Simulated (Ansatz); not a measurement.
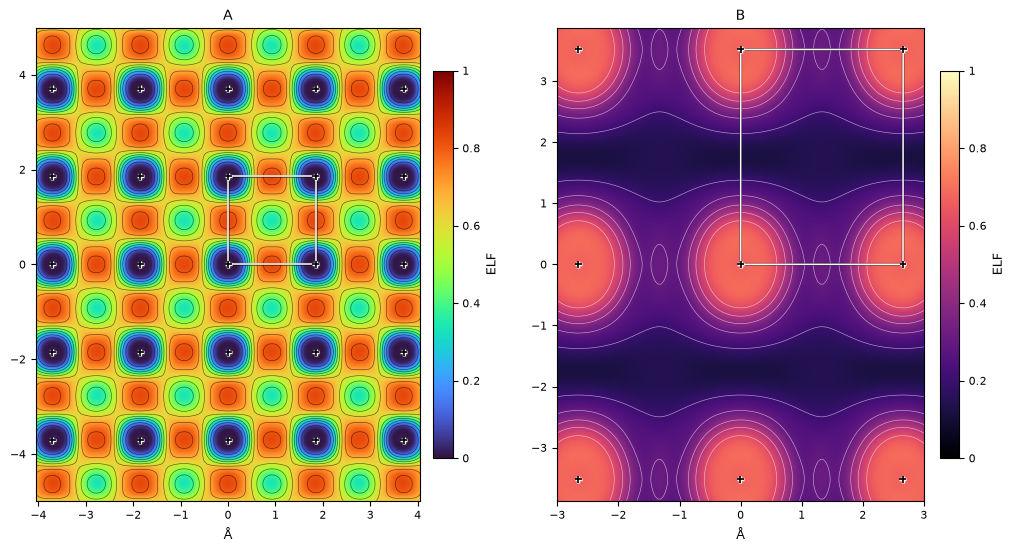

The ELF of 2 systems, each on a plane through atoms (crosses mark nuclei in the plane).

Theory: DFT, BLYP, plane waves (420 eV) with PAW, scalar-relativistic in Ansatz 0.2.0.

System 1: Pt, the (010) plane of the conventional cell. Space group Cmcm; set up as Pt, beta-Sn type; a generated structure, not necessarily the stable one; changed on purpose from its base cell (volume × 0.88); computed pressure about 32 GPa in this cell.

```xyz
4
Lattice="0.3520 0.3520 2.6108 -4.7533 4.7533 0.0000 -2.4425 -2.4425 0.6608" Properties=species:S:1:pos:R:3 pbc="T T T"
Pt   -3.6452    2.4239    0.1652
Pt   -1.0925    0.2233    1.4706
Pt   -3.5506   -0.1131    0.4956
Pt   -5.7513    2.4395    1.8010
```

System 2: B, the (010) plane of the conventional cell. Space group Pm-3m; set up as B, simple cubic; a generated structure, not necessarily the stable one; changed on purpose from its base cell (volume × 0.92); computed pressure about 21 GPa in this cell; computed without spin polarisation.

```yaml
crystal:
  lattice:
    - [1.85345, 0.00000, 0.00000]
    - [0.00000, 1.85345, 0.00000]
    - [0.00000, 0.00000, 1.85345]
  atoms:
    - { symbol: B, position: [0.00000, 0.00000, 0.00000] }
```

### Match each panel to its system.

Panel A is system 2, B: the plane holds B. B–B (1.85 Å): the ELF peaks at about 0.85 between the atoms. Panel B is system 1, Pt: the plane holds Pt. Pt–Pt (2.66 Å): the ELF is about 0.30 at the midpoint; no localised pair shows between them.
